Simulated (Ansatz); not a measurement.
# Si$_{48}$C$_{47}$ (charge −1): single-point calculation (part 1 of 2)

System: Si$_{48}$C$_{47}$ (defect cell, 95 atoms in the cell, total charge −1).
Method: DFT, r2SCAN, PAW, plane waves (Ansatz 0.2.0).

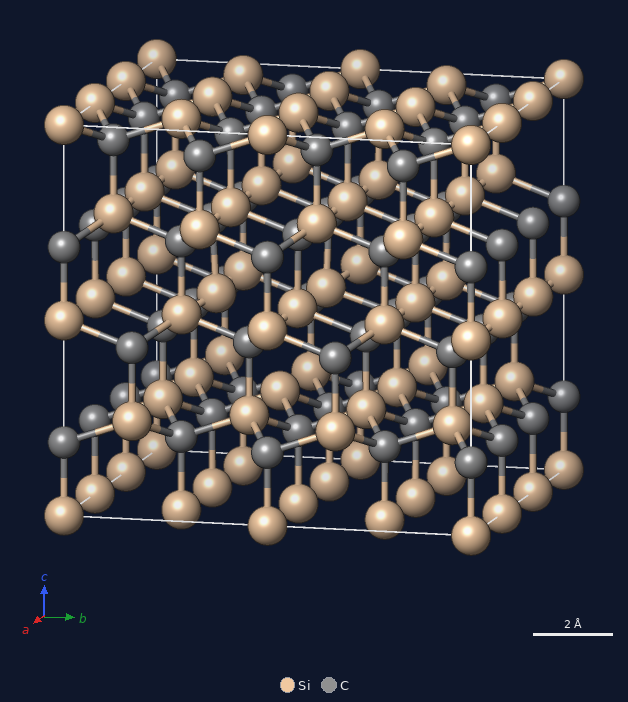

**Figure 1.** The structure (ball-and-stick view of the cell of the calculation, seen slightly off an axis). Near neighbours in the crystal (not all of them lie inside the picture): Si has 4 C at 1.88 to 1.90 Å; Si has 3 C at 1.91 to 1.93 Å; C has 4 Si at 1.88 to 1.93 Å.

## Summary

| quantity | value |
| --- | --- |
| outcome | converged |
| electrons treated | 381 |
| free energy | −42515.8200 eV |
| Fermi energy | 11.482 eV |
| net moment of the cell | 3.00 μB |
| largest force (length of the vector) | 0.088 eV/Å |
| hardware | 1 × NVIDIA GB300 Max-Q, 32 threads of Arm Neoverse-V2, 180 GiB of memory available, shared host |
| wall time | 7.3 s (CPU time 29 s) |
| peak memory | 3.5 GiB |

Warnings of the run: the state was not tested for a lower one. The k-point mesh is coarse for a cell of this size, so the results may not be converged.

## The input
```yaml
crystal:
  lattice:
    - [9.234204, 0.000000, 0.000000]
    - [0.000000, 10.662740, 0.000000]
    - [0.000000, 0.000000, 10.075947]
  atoms:
    - { symbol: Si, position: [0.000301, 0.000424, 0.499790] }
    - { symbol: Si, position: [0.334317, 0.001204, 0.499632] }
    - { symbol: Si, position: [0.167850, 0.251027, 0.499293] }
    - { symbol: Si, position: [0.000504, 0.500207, 0.499518] }
    - { symbol: Si, position: [0.666189, 0.001423, 0.499689] }
    - { symbol: Si, position: [0.499952, 0.260627, 0.498321], spin: 0.25 }
    - { symbol: Si, position: [0.344125, 0.494833, 0.497936], spin: 0.25 }
    - { symbol: Si, position: [0.167630, 0.748944, 0.499578] }
    - { symbol: Si, position: [0.832491, 0.251122, 0.499385] }
    - { symbol: Si, position: [0.656879, 0.495307, 0.498321], spin: 0.25 }
    - { symbol: Si, position: [0.500306, 0.749164, 0.499298] }
    - { symbol: Si, position: [0.833100, 0.749197, 0.499652] }
    - { symbol: Si, position: [0.000047, 0.167420, 0.250478] }
    - { symbol: Si, position: [0.333720, 0.167291, 0.250669] }
    - { symbol: Si, position: [0.167009, 0.417269, 0.250687] }
    - { symbol: Si, position: [0.000126, 0.666736, 0.250002] }
    - { symbol: Si, position: [0.666375, 0.167428, 0.250719] }
    - { symbol: Si, position: [0.499795, 0.417203, 0.256954], spin: 0.25 }
    - { symbol: Si, position: [0.333462, 0.666574, 0.250474] }
    - { symbol: Si, position: [0.166852, 0.916935, 0.250408] }
    - { symbol: Si, position: [0.833000, 0.417275, 0.250808] }
    - { symbol: Si, position: [0.666743, 0.666684, 0.250595] }
    - { symbol: Si, position: [0.500111, 0.916924, 0.250245] }
    - { symbol: Si, position: [0.833357, 0.917000, 0.250427] }
    - { symbol: Si, position: [0.166934, 0.083958, 0.749716] }
    - { symbol: Si, position: [0.000126, 0.333747, 0.749603] }
    - { symbol: Si, position: [0.500088, 0.084252, 0.749349] }
    - { symbol: Si, position: [0.333987, 0.333989, 0.749972] }
    - { symbol: Si, position: [0.167277, 0.583135, 0.748938] }
    - { symbol: Si, position: [0.000155, 0.833498, 0.749620] }
    - { symbol: Si, position: [0.833261, 0.083957, 0.749741] }
    - { symbol: Si, position: [0.666146, 0.334015, 0.750061] }
    - { symbol: Si, position: [0.500134, 0.582968, 0.749881] }
    - { symbol: Si, position: [0.333616, 0.833565, 0.749624] }
    - { symbol: Si, position: [0.833112, 0.583256, 0.749237] }
    - { symbol: Si, position: [0.666609, 0.833610, 0.749653] }
    - { symbol: Si, position: [0.000082, 0.000392, 0.000012] }
    - { symbol: Si, position: [0.333593, 0.000291, 0.000008] }
    - { symbol: Si, position: [0.166823, 0.250546, 0.000164] }
    - { symbol: Si, position: [0.000071, 0.500542, 0.999926] }
    - { symbol: Si, position: [0.666551, 0.000342, 0.000067] }
    - { symbol: Si, position: [0.500027, 0.250759, 0.000618] }
    - { symbol: Si, position: [0.333685, 0.500215, 0.000358] }
    - { symbol: Si, position: [0.166734, 0.750047, 0.999839] }
    - { symbol: Si, position: [0.833284, 0.250550, 0.000221] }
    - { symbol: Si, position: [0.666343, 0.500190, 0.000611] }
    - { symbol: Si, position: [0.500091, 0.750113, 0.000059] }
    - { symbol: Si, position: [0.833495, 0.750089, 0.999928] }
    - { symbol: C, position: [0.000145, 0.000508, 0.187544] }
    - { symbol: C, position: [0.333405, 0.000305, 0.187393] }
    - { symbol: C, position: [0.166819, 0.250401, 0.187290] }
    - { symbol: C, position: [0.000017, 0.500179, 0.187227] }
    - { symbol: C, position: [0.666876, 0.000384, 0.187459] }
    - { symbol: C, position: [0.500076, 0.250229, 0.187685] }
    - { symbol: C, position: [0.333094, 0.500539, 0.187280] }
    - { symbol: C, position: [0.166799, 0.750442, 0.187270] }
    - { symbol: C, position: [0.833411, 0.250424, 0.187352] }
    - { symbol: C, position: [0.666969, 0.500524, 0.187683] }
    - { symbol: C, position: [0.500149, 0.750324, 0.187223] }
    - { symbol: C, position: [0.833583, 0.750479, 0.187335] }
    - { symbol: C, position: [0.000048, 0.000376, 0.687469] }
    - { symbol: C, position: [0.333405, 0.000359, 0.687261] }
    - { symbol: C, position: [0.166928, 0.250470, 0.687251] }
    - { symbol: C, position: [0.000182, 0.500277, 0.687043] }
    - { symbol: C, position: [0.666678, 0.000370, 0.687285] }
    - { symbol: C, position: [0.500001, 0.250519, 0.688593] }
    - { symbol: C, position: [0.333818, 0.500059, 0.688192] }
    - { symbol: C, position: [0.166808, 0.750198, 0.687164] }
    - { symbol: C, position: [0.833082, 0.250515, 0.687349] }
    - { symbol: C, position: [0.666601, 0.500221, 0.688585] }
    - { symbol: C, position: [0.500066, 0.750032, 0.687219] }
    - { symbol: C, position: [0.833330, 0.750239, 0.687240] }
    - { symbol: C, position: [0.000080, 0.167226, 0.438438] }
    - { symbol: C, position: [0.333932, 0.167243, 0.437827] }
    - { symbol: C, position: [0.167742, 0.417256, 0.437788] }
    - { symbol: C, position: [0.000392, 0.666777, 0.437856] }
    - { symbol: C, position: [0.666244, 0.167639, 0.437913] }
    - { symbol: C, position: [0.333922, 0.666060, 0.437691] }
    - { symbol: C, position: [0.167090, 0.916705, 0.438359] }
    - { symbol: C, position: [0.833078, 0.417306, 0.438013] }
    - { symbol: C, position: [0.666839, 0.666492, 0.437788] }
    - { symbol: C, position: [0.500256, 0.916783, 0.438169] }
    - { symbol: C, position: [0.833484, 0.916881, 0.438381] }
    - { symbol: C, position: [0.166789, 0.083691, 0.937940] }
    - { symbol: C, position: [0.000065, 0.333702, 0.937825] }
    - { symbol: C, position: [0.500059, 0.083375, 0.938012] }
    - { symbol: C, position: [0.333294, 0.333616, 0.938357] }
    - { symbol: C, position: [0.166543, 0.583774, 0.937539] }
    - { symbol: C, position: [0.000105, 0.833773, 0.937806] }
    - { symbol: C, position: [0.833376, 0.083714, 0.937983] }
    - { symbol: C, position: [0.666830, 0.333621, 0.938473] }
    - { symbol: C, position: [0.500101, 0.583755, 0.938267] }
    - { symbol: C, position: [0.333394, 0.833590, 0.937793] }
    - { symbol: C, position: [0.833612, 0.583757, 0.937839] }
    - { symbol: C, position: [0.666831, 0.833633, 0.937871] }
  symmetry: { detect: false }
kpoints:
  mp_grid: { grid: [1, 1, 1], shift: [0.25, 0.25, 0.25] }
hamiltonian:
  xc: r2scan
total_charge: -1
magnetization:
  spin_polarized: true
scf:
  occupations: { method: fermi_dirac, width: 0.01 }
output:
  forces: true
  eigenvalues: true
  populations: true
  charged_corrections: { epsilon: 9.7 }
  eigenstates: { kpoints: [[0.25, 0.25, 0.25]], e_range: [-6.0, 6.0], localisation: true }
```

Command:
```bash
ansatz run in.yaml --threads 32 --pin off --max-ram 171000MiB --runs-dir r --events-out ev --progress --plain --backend cuda --devices 0,
```

## Output
```
Pseudopotentials: kind: paw
Functional definition: r2SCAN
  parameter k0 = 0.174
  parameter k1 = 0.065
  parameter a1 = 4.9479
  exchange = r2scan_x(k0 = k0, k1 = k1, a1 = a1)
  correlation = r2scan_c
Crystal: 95 atoms, lattice volume = 992.097 Å³
Basis set: ecut = 500 eV, 25207 PW (Γ), exchange–correlation on 288×320×300 points (64 copies of the dense FFT grid, shifted against one another)
Bands: 286, of which v1, the nominal top of the filled ones, is band 191 counted from 1 (190 counted from 0)
Symmetry: 1 space group operations
k-points: 1
Non-local potential: Si, projectors of the file, l = 0: 2, l = 1: 2, l = 2: 2
Non-local potential: C, projectors of the file, l = 0: 2, l = 1: 2, l = 2: 1
PAW form: soft (Blöchl's): semilocal exchange-correlation on the pseudo side does not see the compensation charge
PAW frozen core: Si, regenerated for the run's functional (the file was generated under x = pbe(κ = 0.804, μ = 0.2195149727645171), c = pbe(β = 0.06672455060314922))
PAW frozen core: C, regenerated for the run's functional (the file was generated under x = pbe(κ = 0.804, μ = 0.2195149727645171), c = pbe(β = 0.06672455060314922))
PAW one-centre angular grid: Si, 302 points (default); XC on 160 Gauss nodes
PAW one-centre angular grid: C, 302 points (default); XC on 239 of its mesh's 2573 points in the sphere
Initial density: superposition of atomic densities (chi_scale 0.1, normalization cell)
Starting moments: Σ|m| = 1 μB on 4 of 95 sites
Initial wavefunctions: pseudopotential atomic-orbital guess
Functional: x = r2scan, c = r2scan; τ floored in thin density (d = 2e-4 eV/Å³)
SCF iter   1: F=—  HF=-42575.315600 eV  |F-HF|=—  |Δ(HF+E_count)|=         —  Δρ=7.14e-2 (↑7.14e-2 ↓7.13e-2)  dr2=2.51e2  dr2_τ=6.89e0  dr2_m=1.99e-2  M=1.087 μB ∫|m|=1.114 μB  β_m=0.30  ethr=3.10e-3  ⟨swp⟩=6.0  Hψ=2368  notcnv=0  defer=170
preconditioner: auto → Resta (q_TF=auto, 2.326 Å⁻¹)  ε∞=3.9  [insulator: Δε(μ)=0.024 eV  Ē_g=13.505 eV  σ=0.010 eV  W_gap=0.53  n_scr=218 (ndim 8)  ℏωp=23.0 eV  f_vac=0.000  D(μ)=40.01/eV (n_scr^D=330)  ε∞_Penn≈3.9]
spin=Collinear: Resta preconditioning applied to the charge; magnetization (m = ρ↑ − ρ↓) channel mixes plain (no charge-response kernel on spin).
SCF iter   2: F=—  HF=-42529.106594 eV  |F-HF|=—  |Δ(HF+E_count)|=    4.62e1  Δρ=4.18e-2 (↑4.18e-2 ↓4.13e-2)  dr2=8.21e1  dr2_τ=5.71e-1  dr2_m=1.48e-1  M=2.987 μB ∫|m|=2.990 μB  β_m=1.00  ethr=3.10e-3  ⟨swp⟩=3.0  Hψ=1058  notcnv=0  defer=180  κ⁻¹=1.0e0(r=1)
SCF iter   3: F=—  HF=-42513.660146 eV  |F-HF|=—  |Δ(HF+E_count)|=    1.54e1  Δρ=1.46e-2 (↑1.46e-2 ↓1.45e-2)  dr2=5.15e0  dr2_τ=4.09e-1  dr2_m=7.80e-3  M=3.000 μB ∫|m|=3.092 μB  β_m=1.00  ethr=3.10e-3  ⟨swp⟩=3.0  Hψ=1058  notcnv=0  defer=178  κ⁻¹=9.6e-3(r=2)
SCF iter   4: F=—  HF=-42515.508203 eV  |F-HF|=—  |Δ(HF+E_count)|=    1.85e0  Δρ=7.92e-3 (↑7.92e-3 ↓7.91e-3)  dr2=1.47e0  dr2_τ=1.06e-2  dr2_m=1.04e-3  M=3.000 μB ∫|m|=3.144 μB  β_m=1.00  ethr=1.35e-3  ⟨swp⟩=2.0  Hψ=538  notcnv=0  defer=178  κ⁻¹=3.2e-3(r=3)
SCF iter   5: F=—  HF=-42515.825404 eV  |F-HF|=—  |Δ(HF+E_count)|=   3.17e-1  Δρ=1.20e-3 (↑1.20e-3 ↓1.19e-3)  dr2=4.20e-2  dr2_τ=5.15e-4  dr2_m=1.18e-4  M=3.000 μB ∫|m|=3.161 μB  β_m=1.20  ethr=3.87e-4  ⟨swp⟩=3.0  Hψ=788  notcnv=0  defer=178
Mixer restart at iter 5: flushing history
spin-set hold released at iteration 5 (site moments contracting): the magnetisation degrees of freedom join the quasi-Newton model from the next iteration; the mixer history was flushed
SCF iter   6: F=—  HF=-42515.819990 eV  |F-HF|=—  |Δ(HF+E_count)|=   5.41e-3  Δρ=8.72e-4 (↑8.72e-4 ↓8.70e-4)  dr2=1.95e-2  dr2_τ=1.50e-4  dr2_m=3.33e-6  M=3.000 μB ∫|m|=3.169 μB  β_m=1.20  ethr=1.10e-5  ⟨swp⟩=2.5  Hψ=411  notcnv=0  defer=178  κ⁻¹=1.0e0(r=1)
SCF iter   7: F=—  HF=-42515.818067 eV  |F-HF|=—  |Δ(HF+E_count)|=   1.92e-3  Δρ=3.17e-4 (↑3.16e-4 ↓3.17e-4)  dr2=2.39e-3  dr2_τ=2.36e-5  dr2_m=5.14e-6  M=3.000 μB ∫|m|=3.172 μB  β_m=1.20  ethr=5.11e-6  ⟨swp⟩=4.0  Hψ=795  notcnv=0  defer=178  κ⁻¹=2.1e-2(r=2)
SCF iter   8: F=—  HF=-42515.819999 eV  |F-HF|=—  |Δ(HF+E_count)|=   1.93e-3  Δρ=1.14e-4 (↑1.11e-4 ↓1.14e-4)  dr2=5.28e-4  dr2_τ=4.16e-6  dr2_m=1.41e-6  M=3.000 μB ∫|m|=3.171 μB  β_m=1.20  ethr=6.28e-7  ⟨swp⟩=2.0  Hψ=686  notcnv=0  defer=178  κ⁻¹=1.1e-2(r=3)
SCF iter   9: F=—  HF=-42515.820308 eV  |F-HF|=—  |Δ(HF+E_count)|=   3.09e-4  Δρ=2.98e-5 (↑2.92e-5 ↓2.98e-5)  dr2=3.20e-5  dr2_τ=1.45e-7  dr2_m=7.88e-7  M=3.000 μB ∫|m|=3.170 μB  β_m=1.20  ethr=1.38e-7  ⟨swp⟩=2.0  Hψ=680  notcnv=0  defer=178  κ⁻¹=2.6e-3(r=4)
SCF iter  10: F=—  HF=-42515.820033 eV  |F-HF|=—  |Δ(HF+E_count)|=   2.75e-4  Δρ=2.09e-5 (↑2.04e-5 ↓2.09e-5)  dr2=1.21e-5  dr2_τ=5.70e-8  dr2_m=9.79e-8  M=3.000 μB ∫|m|=3.170 μB  β_m=1.20  ethr=8.40e-9  ⟨swp⟩=2.0  Hψ=855  notcnv=0  defer=178  κ⁻¹=2.2e-4(r=5)
SCF iter  11: F=—  HF=-42515.820015 eV  |F-HF|=—  |Δ(HF+E_count)|=   1.85e-5  Δρ=9.22e-6 (↑9.22e-6 ↓9.14e-6)  dr2=1.84e-6  dr2_τ=1.12e-8  dr2_m=4.04e-8  M=3.000 μB ∫|m|=3.170 μB  β_m=1.20  ethr=3.18e-9  ⟨swp⟩=2.0  Hψ=681  notcnv=0  defer=178  κ⁻¹=3.5e-5(r=6)
SCF iter  12: F=—  HF=-42515.820014 eV  |F-HF|=—  |Δ(HF+E_count)|=   7.54e-7  Δρ=3.91e-6 (↑3.91e-6 ↓3.83e-6)  dr2=3.68e-7  dr2_τ=2.20e-9  dr2_m=6.61e-9  M=3.000 μB ∫|m|=3.170 μB  β_m=1.20  ethr=4.82e-10  ⟨swp⟩=2.0  Hψ=728  notcnv=0  defer=178  κ⁻¹=1.5e-5(r=7)
SCF iter  13: F=—  HF=-42515.820014 eV  |F-HF|=—  |Δ(HF+E_count)|=   2.05e-7  Δρ=1.49e-6 (↑1.41e-6 ↓1.49e-6)  dr2=6.75e-8  dr2_τ=3.15e-10  dr2_m=1.42e-9  M=3.000 μB ∫|m|=3.170 μB  β_m=1.20  ethr=2.62e-11  ⟨swp⟩=18.0  Hψ=3824  notcnv=0  κ⁻¹=3.1e-6(r=8)
SCF iter  14: F=-42515.820014 eV  HF=-42515.820014 eV  |F-HF|=4.57e-8  |Δ(HF+E_count)|=   7.63e-8  Δρ=4.96e-7 (↑4.74e-7 ↓4.96e-7)  dr2=7.29e-9  dr2_τ=6.28e-11  dr2_m=1.61e-10  M=3.000 μB ∫|m|=3.170 μB  ethr=1.77e-11  ⟨swp⟩=3.0  Hψ=1283  notcnv=0
SCF 1 converged in 14 iterations: F = -42515.820014 eV  dr2 = 7.29e-9
  greatest PAW one-centre occupation: 0.668 electrons in one spin orbital (limit 2), on the Si atom at site 9 (counted from 0), in its partial waves of l = 0
```

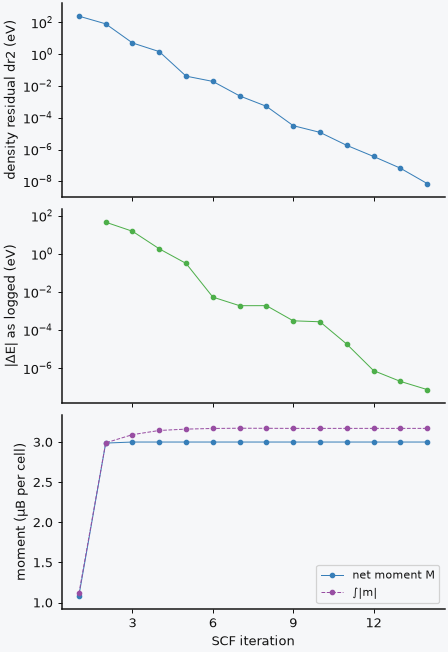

**Figure 2.** Convergence of the self-consistent field: density residual dr2, size of the energy change and magnetic moment against the SCF iteration. The residual falls at every step. The net moment goes from 1.1 to 3.0 μB per cell.

```
this state was not tested for a lower state beside it, because the mixer in use, unlike msr1, does not test its closes by its own steps (another_mixer; see scf.mixing.algorithm and scf.lower_state_search)
NSCF: frozen V_eff on 1 k-points
SCF converged after 14 iterations
Magnetization: 3.0000 μB (192.0000 up, 189.0000 down)
Absolute magnetization: 3.1751 μB (∫|ρ↑−ρ↓|, with the PAW one-centre terms)
Spin contamination: 0.0129 ħ² per cell (⟨S²⟩ above its minimum at these occupations)
Per-site moments (μB) at R_I (Å): [(0.0015501877163290841, 0.7767111402225118), (0.006492464024544293, 0.7741656241915604), (0.0010068829335954156, 0.7745403093240181), (0.013404719158563772, 0.7761714997749839), (0.0061697898590316715, 0.7748587629127089), (0.11608201478305569, 0.7920815906909044), (0.11458986982036476, 0.7920739769331557), (0.007526705241953148, 0.7747841974810181), (0.001461433
Free energy (F): -42515.820014 eV
Harris-Foulkes:  -42515.820014 eV  (|F-HF|=4.57e-8)
Internal energy: -42515.820014 eV  (E = F + TS)
E sigma→0 (E₀):  -42515.820014 eV
Fermi energy:    11.481975 eV
--- Per-component energies (eV) ---
  E_band       = 1202.263192
  E_kinetic    = 6444.390426
  E_local      = -4998.716825  (includes V_loc(G=0)·N_el)
  E_nonlocal   = 2394.502556
  E_hartree    = 1583.397562
  E_xc         = -4823.591874
  E_vxc        = -5638.328173  (∫ρ·V_xc dr)
  E_paw        = -29672.398511  (= ΣΔE_a)
  E_vpaw       = -431.155307  (= ΣTr[D̂ρ^β])
  E_aug_tail   = 0.000387  (compensation charges beyond the density's cutoff)
  E_vtau       = 264.771810  (kinetic-family band-sum trace: ∫τ·v_τ [+ j·A + Jᵃ·Aᵃ] dr)
  E_ewald      = -13438.570587
  E_core_change = -4.833149  (= ΣΔE_core)
  E_smearing   = -0.000000  (= −TS)
  E_closure    = 0.000000  (closes the sum)
  E_deformation_potential = -17.969730  (in the stress; not in F)
  Σ components = -42515.820014   (vs F -42515.820014, Δ=0.00e0)
```
